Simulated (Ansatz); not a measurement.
The calculation's input:

```
crystal:
  lattice:
    - [3.5538092279, 0.0, 0.0]
    - [0.0, 3.5538092279, 0.0]
    - [0.0, 0.0, 31.5204005589]
  atoms:
    - { symbol: Li, position: [0.760611609, 0.239388391, 0.5629516331] }
    - { symbol: Li, position: [0.259509961, 0.740490039, 0.5302803896] }
    - { symbol: Li, position: [0.2612101483, 0.7387898517, 0.6221782545] }
    - { symbol: Li, position: [-0.2361388368, 1.2361388368, 0.6706489071] }
    - { symbol: Li, position: [0.2637301524, 0.7362698476, 0.7247975145] }
basis:
  ecutwfc: 420
kpoints:
  mp_grid: { grid: [10, 10, 1] }
hamiltonian:
  xc: pbesol
scf:
  occupations: { method: gaussian, width: 0.1 }
output:
  forces: true
  stress: true
  eigenvalues: true
  write_density: true
  write_potential: true
  elf: true
  volumetric_format: npy
efield:
  axis: 3
  dipole_correction: true
  ramp_width: 0.04
```

Run with:

```sh
ansatz run input.yaml --threads 4 --pin off --max-ram 10240MiB --backend cpu --events-out ev --progress --plain --runs-dir out
```

Not relaxed (largest force 0.6 eV/Å); computed without spin polarisation.

These are results of DFT PBEsol, scalar-relativistic, plane waves, PAW in Ansatz, not measurements.

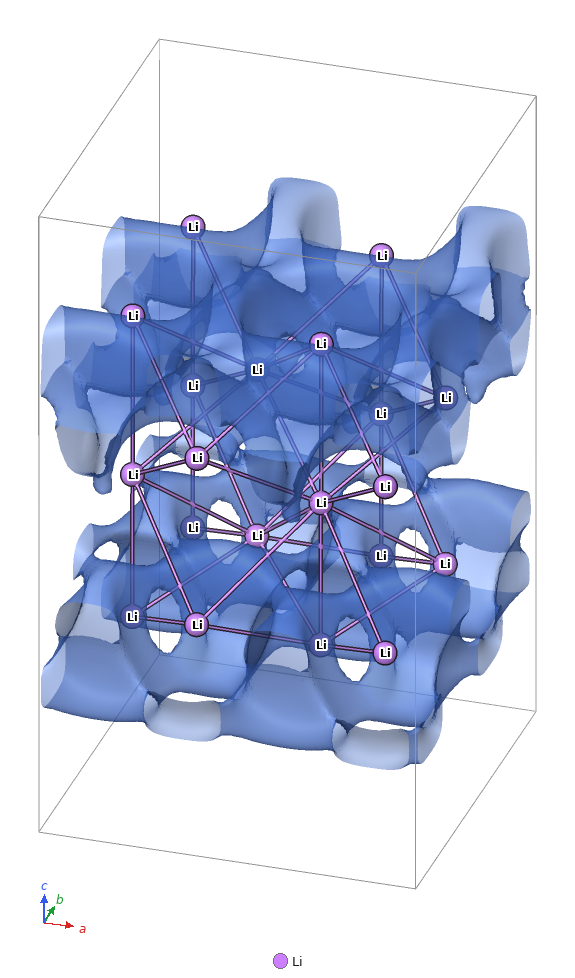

Li (slab). Isosurface of the ELF at 0.65 (blue), seen at an oblique angle. Core shells and regions of very low density are left out. Sticks mark near contacts.

Where are the electrons localised?

The surface consists of sheets that run through the cell in two directions, counted in one cell of 5 atoms. Counts are for one cell; the picture repeats the cell along the surface. There are no localised bonds or lone pairs at this value. Profiles from the grid: Li–Li (2.71 Å): the ELF reaches about 0.55 near the midpoint. Li–Li (2.90 Å): the ELF reaches about 0.55 near the midpoint.
